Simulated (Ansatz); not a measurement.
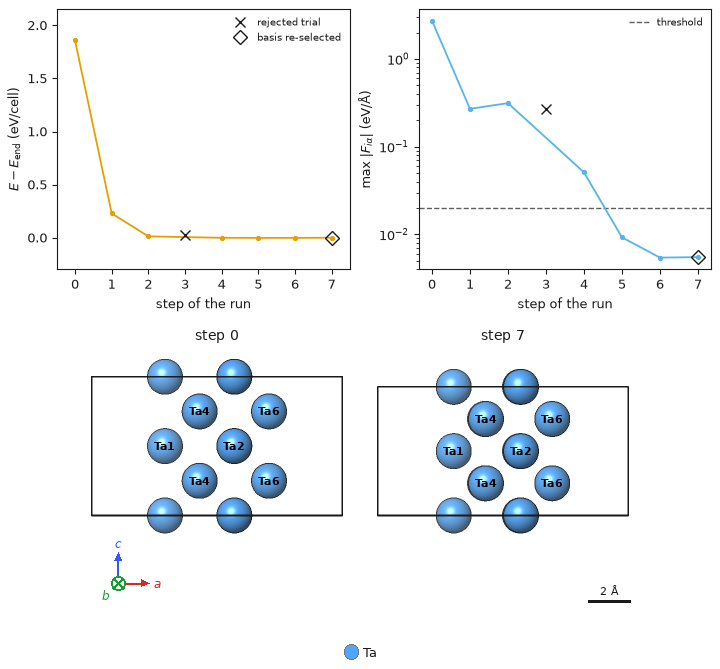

First and last geometry of a relaxation of a wire of composition Ta, with the history of the run. The picture is a spheres-only view of the 2 repeat of the cell, with the vacuum cut short, seen along the b axis.

Case: wire along [0 0 1], 6 atoms a period.

Level of theory: DFT PBE, scalar-relativistic, plane waves, PAW (Ansatz 0.2.0).

Input file:
```yaml
crystal:
  lattice:
    - [14.0, 0.0, 0.0]
    - [0.0, 14.3, 0.0]
    - [0.0, 0.0, 3.3187896401]
  atoms:
    - { symbol: Ta, position: [0.3222076979, 0.5580207979, 0.0] }
    - { symbol: Ta, position: [0.5592641007, 0.3259376063, 0.0] }
    - { symbol: Ta, position: [0.5592641007, 0.5580207979, 0.0] }
    - { symbol: Ta, position: [0.4407358993, 0.4419792021, 0.5] }
    - { symbol: Ta, position: [0.4407358993, 0.6740623937, 0.5] }
    - { symbol: Ta, position: [0.6777923021, 0.4419792021, 0.5] }
basis:
  ecutwfc: 420
kpoints:
  mp_grid: { grid: [1, 1, 16] }
hamiltonian:
  xc: pbe
scf:
  occupations: { method: gaussian, width: 0.05 }
output:
  forces: true
  stress: true
  eigenvalues: true
  populations: true
  write_density: true
  write_potential: true
  elf: true
  volumetric_format: npy
relax:
  adjacent_minimum: "off"
  f_tol: 0.02
  max_steps: 45
  cell: { fix: [a, b, alpha, beta, gamma], stress_tol: 0.03 }
```

Command:
```bash
ansatz run input.yaml --threads 4 --pin off --max-ram 11264MiB --backend cpu --events-out ev --progress --plain --runs-dir out
```

Q: Read the history and describe the run.

A: It converged. The largest moves relative to the centre of the atoms, 0.14 Å, are those of Ta1, Ta2, Ta5 and Ta6. Along the periodic axis the drawn cell goes c 6.638 → 6.154 Å (−7.3 %). Among the contacts that change: Ta1–Ta5 2.874 → 2.615 Å, Ta1–Ta1 3.319 → 3.077 Å, Ta1–Ta3 3.319 → 3.170 Å, Ta1–Ta4 2.874 → 2.748 Å. Among the angles between lasting bonds that change: Ta1–Ta4–Ta2 180.0° → 176.1°, Ta1–Ta4–Ta3 109.5° → 106.4°, Ta4–Ta2–Ta4 70.5° → 68.1°. The energy falls by 1.858 eV per cell of the calculation in 5 accepted moves (7 points after the start). The largest force component goes from 2.7 to 0.0055 eV/Å. The line search rejected the trial step at point 3 of the run. At 1 point the geometry stayed and the basis and grid were re-selected for the new cell (energy shift of 1.6 meV per cell of the calculation at most each time). The run took 60 s on 4 threads of Arm Neoverse V1, with other jobs on the host, peak memory 1.1 GiB.

| step | E − E(0), meV/atom | largest force component, eV/Å | note |
| --- | --- | --- | --- |
| 0 | 0.00 | 2.7385 |  |
| 1 | -271.50 | 0.2702 |  |
| 2 | -307.62 | 0.3139 |  |
| 3 | -305.87 | 0.2713 | rejected |
| 4 | -309.88 | 0.0510 |  |
| 5 | -309.97 | 0.0093 |  |
| 6 | -309.97 | 0.0054 |  |
| 7 | -309.71 | 0.0055 | same geometry, new basis |
